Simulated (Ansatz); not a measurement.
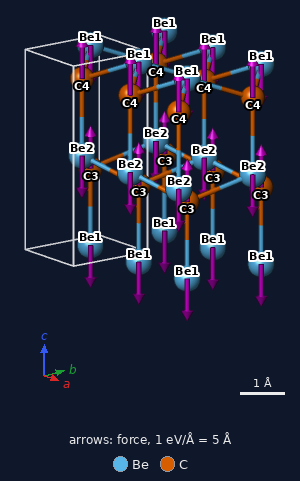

Starting geometry of solid BeC (a generated structure, set up in P6_3mc) (coarse preliminary run) with the computed forces as purple arrows. A ball-and-stick model of the cell of the calculation, repeated 3 × 2 × 1 with one cell outlined, seen slightly off an axis.

These are results of DFT PBE, scalar-relativistic, plane waves, PAW in Ansatz 0.2.0, not measurements.

Input
```yaml
crystal:
  lattice:
    - [2.83770025, 0.0, 0.0]
    - [-1.41885012, 2.4575205, 0.0]
    - [0.0, 0.0, 4.65693065]
  atoms:
    - { symbol: Be, position: [0.33333333, 0.66666667, 0.0] }
    - { symbol: Be, position: [0.66666667, 0.33333333, 0.5] }
    - { symbol: C, position: [0.33333333, 0.66666667, 0.38499999] }
    - { symbol: C, position: [0.66666667, 0.33333333, 0.88499999] }
basis:
  ecutwfc: 420
kpoints:
  mp_grid: { grid: [9, 9, 4] }
hamiltonian:
  xc: pbe
scf:
  occupations: { method: gaussian, width: 0.1 }
  lower_state_search: "off"
output:
  forces: true
  stress: true
  eigenvalues: true
relax:
  adjacent_minimum: "off"
  f_tol: 0.04
  max_steps: 70
  cell: { stress_tol: 0.4 }
```

Command:
```bash
ansatz run input.yaml --threads 1 --pin off --max-ram 2048MiB --backend cpu --events-out ev --progress --plain --runs-dir out
```

**Is this structure relaxed? If not, where do the atoms go?**

It isn't relaxed: the largest force vector, on C atoms, is 0.20 eV/Å. The atoms end up moving mostly along the starting forces (cosine between the two patterns 1.00). The largest moves relative to the cell, 0.21 Å, are those of Be1, Be2, C3 and C4. Be1 goes along −c. By element the largest moves are Be 0.21 Å, C 0.21 Å. Cell: a = b 2.838 → 3.179 Å (+12.0 %), c 4.657 → 3.715 Å (−20.2 %). Volume +0.1 %. Some distances before and after: Be1–C3 2.864 → 1.858 Å, Be1–C4 1.724 → 1.835 Å, Be1–C3 (another image) 1.793 → 1.858 Å. New bonds form: Be1–C3 (2.86 → 1.86 Å), Be2–C4 (2.86 → 1.86 Å). Among the angles between lasting bonds that change: C3–Be1–C4 108.1° → 90.0°, Be1–C3–Be2 108.1° → 90.0°, C4–Be1–C4 110.8° → 120.0°. The space group (tolerance 0.01 Å) goes from P6_3mc (No. 186) to P6_3/mmc (No. 194). Over 8 accepted moves (10 points after the start) the energy falls by 1.687 eV per cell of the calculation. The largest force component goes from 0.2 to 0.00086 eV/Å. Pressure: 17.81 GPa at the start and 0.08 GPa at the end. At 2 points the geometry stayed and the basis and grid were re-selected for the new cell (energy shift of 32.1 meV per cell of the calculation at most each time). Cost: 18 s on 1 thread of Intel(R) Xeon(R) Platinum 8259CL CPU @ 2.50GHz (Skylake/Cascade Lake), with other jobs on the host, peak memory 0.36 GiB.
